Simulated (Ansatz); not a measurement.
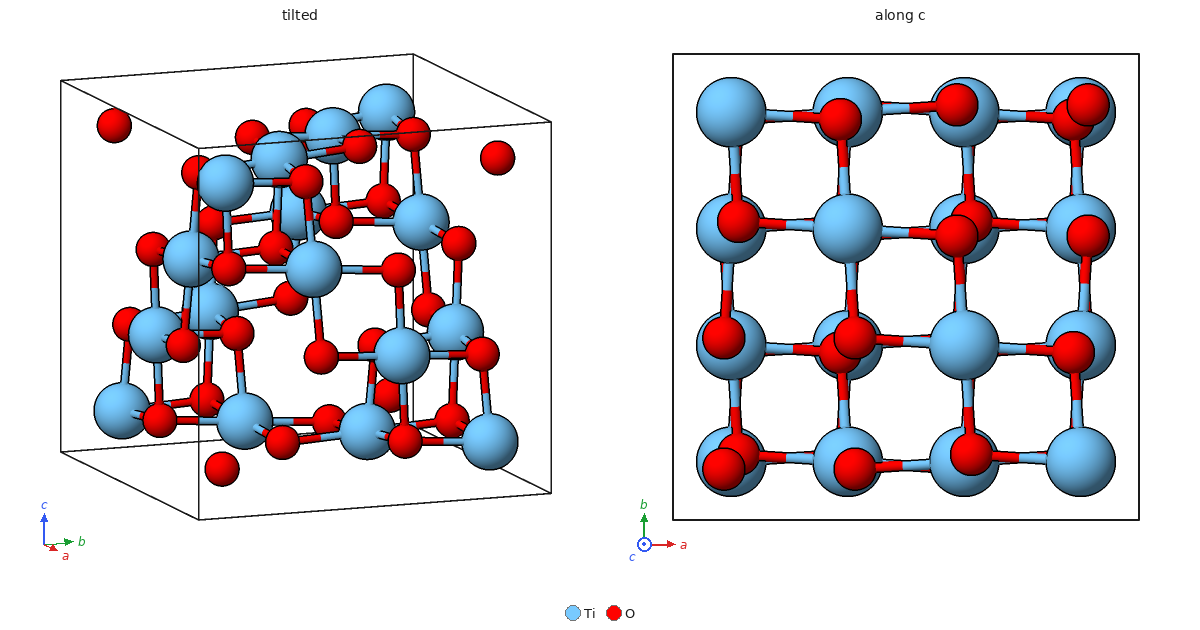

The image is a ball-and-stick drawing of a crystal, viewed slightly off an axis and along the c axis. The edges of the conventional unit cell are marked. Cell: a = 8.357 Å, b = 8.357 Å, c = 8.357 Å, α = 90.00°, β = 90.00°, γ = 90.00°.

What does the picture show?

- Its composition is TiO2.
- Space group: Fd-3m (No. 227). Lattice: face-centred cubic.
- Atoms per cell: 48 (16 Ti, 32 O).
- The coordination shell of Ti holds six O in a distorted octahedral arrangement at about 2.0 Å. About every O there are three Ti in a trigonal pyramidal arrangement at about 2.0 Å. Not all metal-metal contacts are counted.
- The bonds build a three-dimensional framework.

It derives from a structure listed in the Materials Project. Relaxation method: DFT r2SCAN, scalar-relativistic, plane waves, PAW (Ansatz 0.2.0).
